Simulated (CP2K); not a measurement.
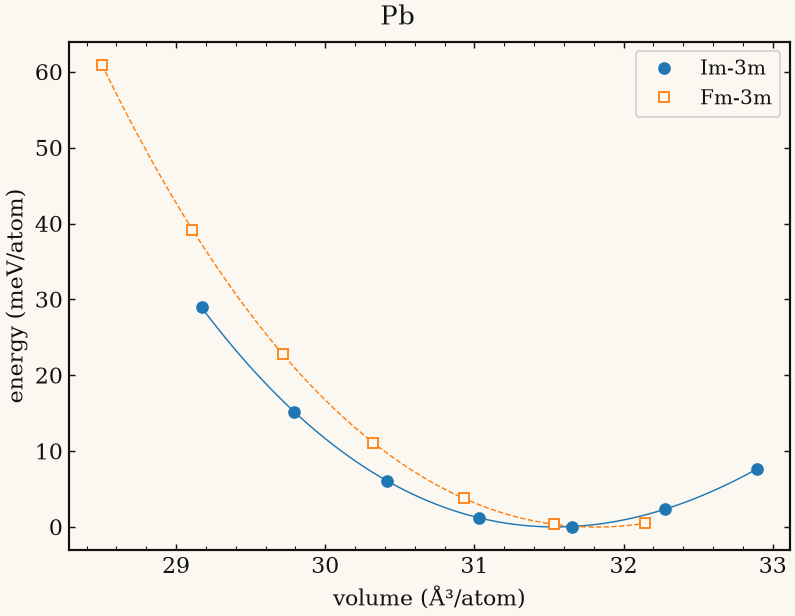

Plotted: energy against volume, with one curve for each structure, for Pb. Each energy curve has its own zero, so the curves don't rank the structures.

Calculation (CP2K 2026.2): DFT in Gaussian orbitals with a plane-wave density, no spin polarisation; energies at scaled volumes of the given cell, shape and fractions fixed, counted from the fit's minimum, third-order Birch-Murnaghan fit. Level: PBEsol.

- k mesh: 9×9×9
- occupations: Fermi–Dirac
- smearing width: 0.05 eV
- potentials: GTH PBE with UZH TZVP basis
- density cutoff: 6123 eV

### Order the curves by fitted equilibrium volume, smallest first.

Im-3m 31.541, Fm-3m 31.815 Å³/atom.

### Order the curves by fitted bulk modulus, smallest first.

Im-3m 45.4, Fm-3m 46.8 GPa.

Caveats: spin-orbit coupling left out, heavy elements.
